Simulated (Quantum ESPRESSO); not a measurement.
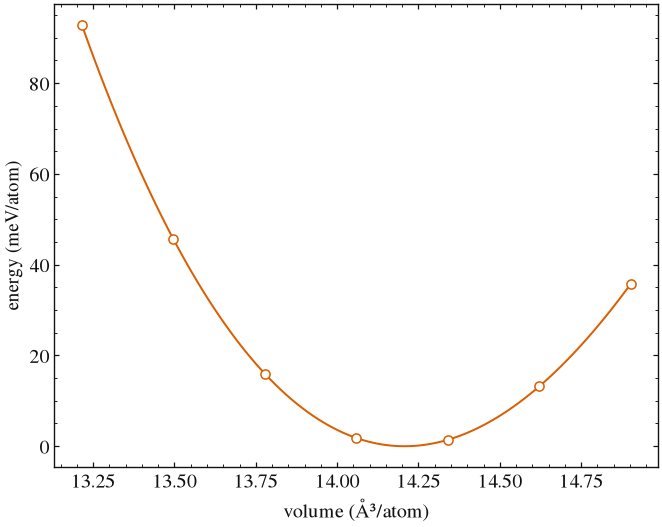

The figure shows the energy against volume.

Calculation (Quantum ESPRESSO 7.5): plane-wave DFT, no spin polarisation; energies at scaled volumes of the given cell, shape and fractions fixed, counted from the fit's minimum, third-order Birch-Murnaghan fit. Level: PBE with D3(BJ).

> For which of these solids was it computed?
A. Ir, Fm-3m (No. 225)
B. Ag, Fm-3m (No. 225)
C. InP, F-43m (No. 216)

A, Ir: energy from 1.41 meV/atom to 92.81 meV/atom, V0 14.21 Å³/atom, B0 371 GPa. The others give: InP, energy from 0.00 meV/atom to 37.76 meV/atom, V0 25.68 Å³/atom, B0 64.7 GPa; Ag, energy from 0.00 meV/atom to 23.48 meV/atom, V0 17.04 Å³/atom, B0 109 GPa.
